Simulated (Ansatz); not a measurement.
System: a slab cut from GaN (slab content Ga₁₀N₁₀), space group P6_3mc (No. 186).

The given structure:
```
CELL_PARAMETERS angstrom
3.18258 0.00000 0.00000
-1.59129 2.75619 0.00000
0.00000 0.00000 5.18543
ATOMIC_POSITIONS crystal
Ga 0.33333 0.66667 0.99919
Ga 0.66667 0.33333 0.49919
N 0.33333 0.66667 0.37581
N 0.66667 0.33333 0.87581
```

One of the inputs:
```
crystal:
  lattice:
    - [3.1825784922, 0.0, 0.0]
    - [-1.5912892461, 5.8724141562, 0.0]
    - [0.0, 0.0, 26.057243686]
  atoms:
    - { symbol: Ga, position: [0.8788141307, 0.7576282615, 0.2878278336] }
    - { symbol: Ga, position: [0.1471712661, 0.2943425322, 0.3033945782] }
    - { symbol: "N", position: [0.731989319, 0.4639786381, 0.3230035506] }
    - { symbol: "N", position: [0.0003464544, 0.0006929088, 0.3385702952] }
    - { symbol: Ga, position: [0.4889569429, 0.9779138859, 0.3812283014] }
    - { symbol: Ga, position: [0.7573140783, 0.5146281566, 0.396795046] }
    - { symbol: "N", position: [0.3421321312, 0.6842642625, 0.4164040184] }
    - { symbol: "N", position: [0.6104892666, 0.2209785332, 0.431970763] }
    - { symbol: Ga, position: [0.0990997552, 0.1981995103, 0.4746287692] }
    - { symbol: Ga, position: [0.3674568905, 0.7349137811, 0.4901955138] }
    - { symbol: "N", position: [0.9522749435, 0.9045498869, 0.5098044862] }
    - { symbol: "N", position: [0.2206320788, 0.4412641577, 0.5253712308] }
    - { symbol: Ga, position: [0.7092425674, 0.4184851348, 0.568029237] }
    - { symbol: Ga, position: [0.9775997028, 0.9551994055, 0.5835959816] }
    - { symbol: "N", position: [0.5624177557, 0.1248355114, 0.603204954] }
    - { symbol: "N", position: [0.8307748911, 0.6615497821, 0.6187716986] }
    - { symbol: Ga, position: [0.3193853796, 0.6387707592, 0.6614297048] }
    - { symbol: Ga, position: [0.587742515, 0.1754850299, 0.6769964494] }
    - { symbol: "N", position: [0.1725605679, 0.3451211358, 0.6966054218] }
    - { symbol: "N", position: [0.4409177033, 0.8818354065, 0.7121721664] }
basis:
  ecutwfc: 420
kpoints:
  mp_grid: { grid: [9, 5, 1] }
hamiltonian:
  xc: pbesol
scf:
  occupations: { method: gaussian, width: 0.05 }
output:
  forces: true
  eigenvalues: true
  write_density: true
  write_potential: true
  elf: true
  volumetric_format: npy
relax:
  adjacent_minimum: "off"
  f_tol: 0.02
  max_steps: 60
efield:
  axis: 3
  dipole_correction: true
  ramp_width: 0.04
```

Command:
```bash
ansatz run input.yaml --threads 2 --pin off --max-ram 5120MiB --backend cpu --events-out ev --progress --plain --runs-dir out
```

How it was computed, with Ansatz 0.2.0: spacing and rumpling of the atomic planes of a slab cut from the relaxed bulk cell along the Miller plane (conventional indices), bottom to top, after all atoms relax, plane waves with PAW datasets, Γ-centred k mesh. Level: PBEsol, no spin polarisation.

space group in which the indices count 186; Miller index h 1; Miller index k 0; Miller index l 1; top plane N; bottom plane Ga; planes 20; surface cell (1, 1); slab thickness as cut 11.06 Å; vacuum 15 Å; surface area 18.69 Å²; surface a 3.183 Å; surface b 6.084 Å; surface angle 105.2 °; slab atoms 20; wave cutoff 420 eV; k mesh 9×5×1; occupations Gaussian; smearing width 0.05 eV; boundary dipole corrected.

Predict the spacing change of each pair of planes. The cases: 1–2; 2–3; 3–4; 4–5; 5–6; 6–7; 7–8; 8–9; 9–10; 10–11; 11–12; 12–13; 13–14; 14–15; 15–16; 16–17; 17–18; 18–19; 19–20.

The least value, −0.399 Å, is that of 2–3, and the largest, 0.627 Å, that of 1–2. In rising order: 2–3 (−0.399), 18–19 (−0.372), 14–15 (−0.099), 10–11 (−0.076), 6–7 (−0.072), 7–8 (−0.012), 13–14 (−0.005), 11–12 (0.015), 4–5 (0.018), 9–10 (0.021), 17–18 (0.025), 15–16 (0.040), 3–4 (0.044), 8–9 (0.049), 12–13 (0.052), 5–6 (0.054), 16–17 (0.074), 19–20 (0.212), 1–2 (0.627), in Å. The spacing to next, in Å, is 1.032 for 1–2, 0.112 for 2–3, 0.449 for 3–4, 1.129 for 4–5, 0.459 for 5–6, 0.439 for 6–7, 0.394 for 7–8, 1.161 for 8–9, 0.426 for 9–10, 0.435 for 10–11, 0.421 for 11–12, 1.164 for 12–13, 0.400 for 13–14, 0.412 for 14–15, 0.446 for 15–16, 1.186 for 16–17, 0.431 for 17–18, 0.139 for 18–19 and 0.617 for 19–20. The content of the two planes is Ga and Ga for 1–2, Ga and N for 2–3, N and N for 3–4, N and Ga for 4–5, Ga and Ga for 5–6, Ga and N for 6–7, N and N for 7–8, N and Ga for 8–9, Ga and Ga for 9–10, Ga and N for 10–11, N and N for 11–12, N and Ga for 12–13, Ga and Ga for 13–14, Ga and N for 14–15, N and N for 15–16, N and Ga for 16–17, Ga and Ga for 17–18, Ga and N for 18–19 and N and N for 19–20.

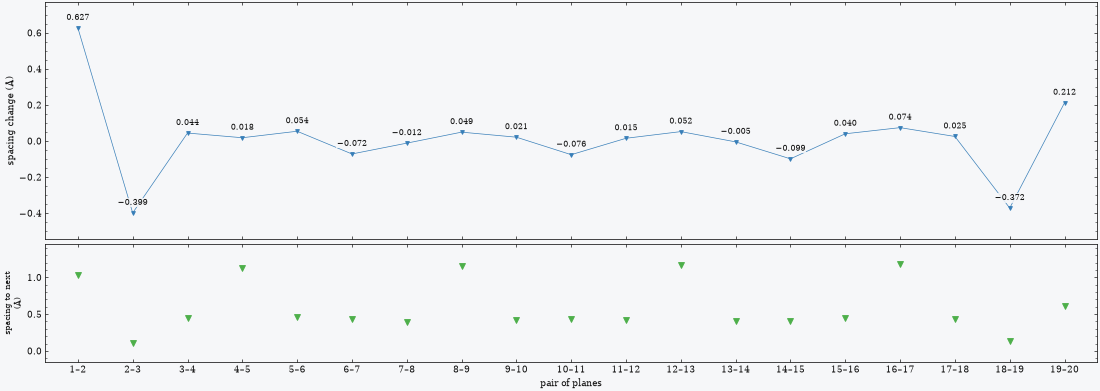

Caveats: k mesh lowers the symmetry; polar or open-shell cut of an insulator, not reconstructed; the slab's middle relaxes too; xc potential rough in thin density.
